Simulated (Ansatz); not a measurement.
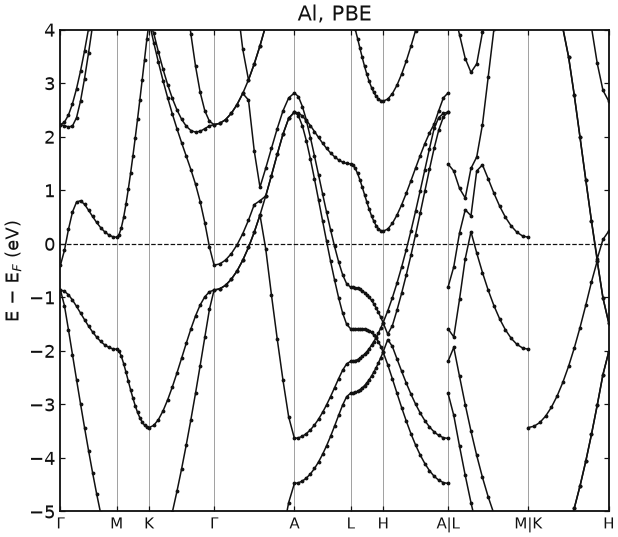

Band structure. Energies are counted from the Fermi level.

> Which Bravais lattice do the labels of the path belong to?

A hexagonal (primitive) lattice: the path Γ–M–K–Γ–A–L–H–A|L–M|K–H runs through the special points of its Brillouin zone.

Calculation on Al, space group P6/mmm (No. 191), 2 atoms in the cell; a = 4.492 Å, c = 2.723 Å (hexagonal axes).

Computed with Ansatz 0.2.0: PBE, Ansatz PAW, no spin polarisation, no spin-orbit coupling, 7×7×10 k mesh, 420 eV cutoff, Fermi-Dirac smearing of 0.05 eV.

> Is there a gap at the Fermi level?

A metal: bands cross the Fermi level along this path.

> Which levels at H lie nearest to the Fermi level?

At H the nearest levels lie 1.47 eV below and 0.23 eV above the Fermi level.

The cell was built by a generator and needn't be a form met in nature. Bands are joined in order of energy, so crossings between the computed points show as kinks or gaps.
